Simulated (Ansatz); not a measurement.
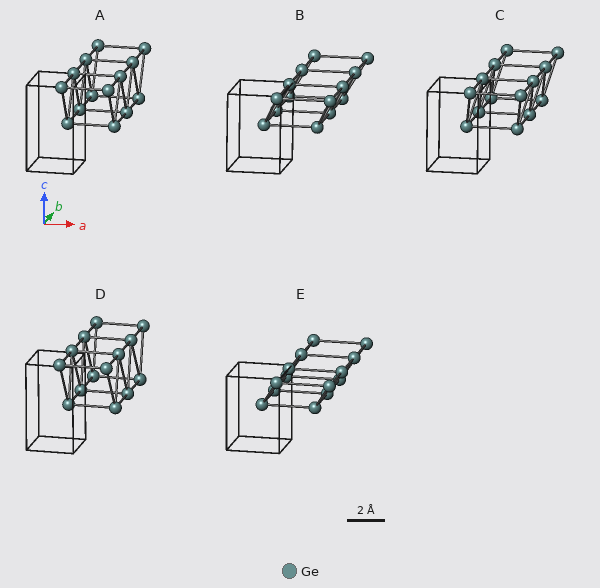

5 geometries from one relaxation of solid Ge (set up in P-1), in shuffled order. A ball-and-stick model of the cell of the calculation, repeated 2 × 3 × 1 with one cell outlined, seen slightly off an axis.

The run lets cell and atoms move, from this start: a zone-boundary wave of random shape, sigma 0.15 A.

Computed with Ansatz, Kohn-Sham DFT of a periodic cell, r2SCAN, Ansatz PAW. (plane-wave cutoff 500 eV; k-point mesh 9 × 9 × 6; occupations fermi-dirac; smearing width 0.05 eV; no spin polarisation; cell and atoms relaxed; force threshold 0.01 eV/Å; at most 40 steps)

Q: Order the frames from highest to lowest energy.

A: E, B, C, D, A. They are steps 0, 1, 3, 5, 15, at +297 meV per atom, +191 meV per atom, +122 meV per atom, +28.0 meV per atom relative to the last. After 13 accepted moves (15 points after the start) the energy has fallen by 297 meV per atom. Largest force component: 1.4 eV/Å at the start, 0.00022 eV/Å at the end. Pressure: 8.16 GPa at the start and 0.01 GPa at the end. The line search rejected the trial step at point 6 of the run. At 1 point the geometry stayed and the basis and grid were re-selected for the new cell (energy shift of 0.4 meV per atom at most each time). The largest moves relative to the cell, 0.56 Å, are those of Ge atoms. Cell: a 2.968 → 2.620 Å (−11.7 %), b 2.968 → 2.925 Å (−1.4 %), c 4.197 → 4.873 Å (+16.1 %). Volume +1.1 %. Among the contacts that change: Ge–Ge 2.968 → 2.620 Å, Ge–Ge 2.511 → 2.842 Å, Ge–Ge 3.147 → 2.841 Å, Ge–Ge 2.547 → 2.841 Å. Bond angles that change, for instance: Ge–Ge–Ge 63.0° → 90.0°, Ge–Ge–Ge 117.0° → 90.0°, Ge–Ge–Ge 71.8° → 62.0°. The space group (tolerance 0.01 Å) goes from P-1 (No. 2) to Cmmm (No. 65). Cost: 3.7 min on 2 threads of Intel(R) Xeon(R) Processor @ 2.70GHz, on a shared host, peak memory 0.59 GiB.
